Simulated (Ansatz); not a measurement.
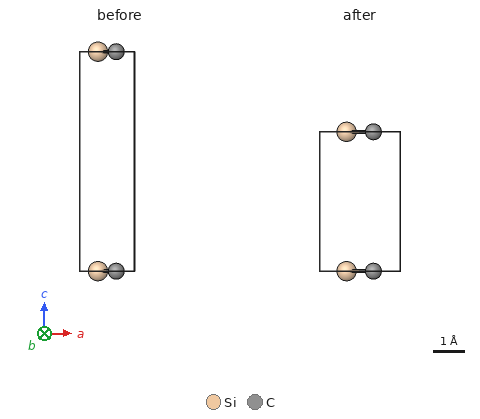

The structure of a crystal of SiC (a generated structure, set up in P-6m2) (coarse preliminary run) before (left) and after (right) a relaxation, at one scale.

Style: ball-and-stick. Shown: the cell of the calculation, along the b axis.

Computed with DFT PBE, scalar-relativistic, plane waves, PAW (Ansatz 0.2.0).

The input:
```yaml
crystal:
  lattice:
    - [2.10444031, 0.0, 0.0]
    - [-1.05222015, 1.82249877, 0.0]
    - [0.0, 0.0, 7.3031734]
  atoms:
    - { symbol: Si, position: [0.33333333, 0.66666667, 0.0] }
    - { symbol: C, position: [0.66666667, 0.33333333, 0.0] }
basis:
  ecutwfc: 420
kpoints:
  mp_grid: { grid: [12, 12, 4] }
hamiltonian:
  xc: pbe
scf:
  occupations: { method: gaussian, width: 0.1 }
  lower_state_search: "off"
output:
  forces: true
  stress: true
  eigenvalues: true
relax:
  adjacent_minimum: "off"
  f_tol: 0.04
  max_steps: 70
  cell: { stress_tol: 0.4 }
```

Command:
```bash
ansatz run input.yaml --threads 1 --pin off --max-ram 2560MiB --backend cpu --events-out ev --progress --plain --runs-dir out
```

Question: Describe what moved and what it gained.

Answer: Over 18 accepted moves (20 points after the start) the energy falls by 33.578 eV per cell of the calculation. All forces vanish by symmetry, so only the cell relaxes. The pressure goes from 421.64 to 0.10 GPa. The SCF was repeated twice at an unchanged geometry on a basis and grid sized afresh for the cell, which shifted the energy by 0.679 eV per cell of the calculation at most. No atom moves by more than 0.005 Å relative to the cell. Cell: a = b 2.104 → 3.096 Å (+47.1 %), c 7.303 → 4.637 Å (−36.5 %). Volume +37.4 %. Some distances before and after: Si1–C2 2.430 → 3.575 Å, C2–C2 2.104 → 3.096 Å, Si1–Si1 2.104 → 3.096 Å, Si1–C2 (another image) 1.215 → 1.788 Å. The space group stays P-6m2 (No. 187).
